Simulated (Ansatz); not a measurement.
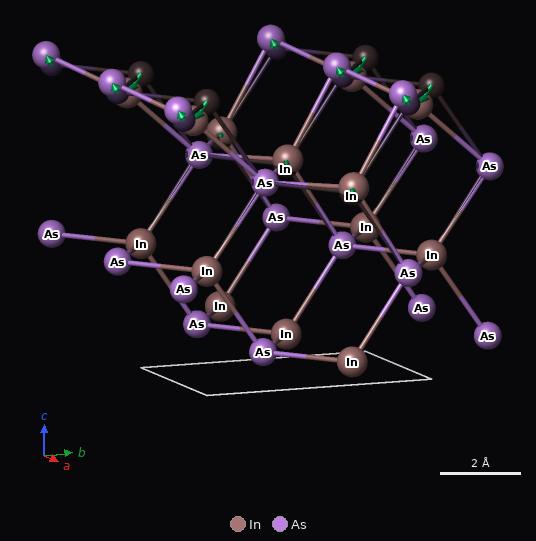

A constrained relaxation of a slab of composition InAs (cut from the F-43m phase). The starting structure is drawn faded, the final one solid; green arrows show the displacements, at their true length.

The picture is a ball-and-stick view of the cell of the calculation, outlined in the plane, without the vacuum, seen slightly off an axis.

Case: clean slab, lower half held. The slab is the (1 1 0) face of InAs. 4 atoms are held fixed.

The calculation used DFT PBEsol, scalar-relativistic, plane waves, PAW (Ansatz 0.2.0).

Input file:
```yaml
crystal:
  lattice:
    - [4.3044884345, 0.0, 0.0]
    - [0.0, 6.0874659232, 0.0]
    - [0.0, 0.0, 23.4567326518]
  atoms:
    - { symbol: In, position: [0.5, 0.5, 0.3623693089] }
    - { symbol: As, position: [0.0, 0.25, 0.3623693089] }
    - { symbol: In, position: [0.0, 0.0, 0.454123103] }
    - { symbol: As, position: [0.5, 0.75, 0.454123103] }
    - { symbol: In, position: [0.5, 0.5, 0.545876897] }
    - { symbol: As, position: [0.0, 0.25, 0.545876897] }
    - { symbol: In, position: [0.0, 0.0, 0.6376306911] }
    - { symbol: As, position: [0.5, 0.75, 0.6376306911] }
basis:
  ecutwfc: 420
kpoints:
  mp_grid: { grid: [7, 5, 1] }
hamiltonian:
  xc: pbesol
scf:
  occupations: { method: gaussian, width: 0.1 }
output:
  forces: true
  eigenvalues: true
  write_density: true
  write_potential: true
  elf: true
  volumetric_format: npy
relax:
  adjacent_minimum: "off"
  f_tol: 0.03
  max_steps: 70
  constraints: [{ sites: [0, 1, 2, 3] }]
efield:
  axis: 3
  dipole_correction: true
  ramp_width: 0.04
```

Run as
```bash
ansatz run input.yaml --threads 2 --pin off --max-ram 5120MiB --backend cpu --events-out ev --progress --plain --runs-dir out
```

> Atoms of which element are displaced furthest, and by how much?

Indium: up to 0.59 Å, against 0.29 Å for arsenic.

> What did the optimiser do to the structure, and how much energy did it gain?

In7 moves most: 0.59 Å at 40° to the normal (−c side). By element the largest moves are In 0.59 Å, As 0.29 Å. The cell doesn't change. Some distances before and after: As4–In5 2.636 → 2.711 Å, As6–In7 2.636 → 2.593 Å, In7–As8 2.636 → 2.609 Å, In3–As6 2.636 → 2.663 Å. Bond angles that change, for instance: In5–As8–In7 109.5° → 91.0°, In3–As6–In7 109.5° → 94.9°, As6–In7–As8 109.5° → 123.4°. Over 4 geometry steps the energy falls by 0.517 eV per cell of the calculation. Largest force component: 0.99 eV/Å at the start, 0.017 eV/Å at the end.
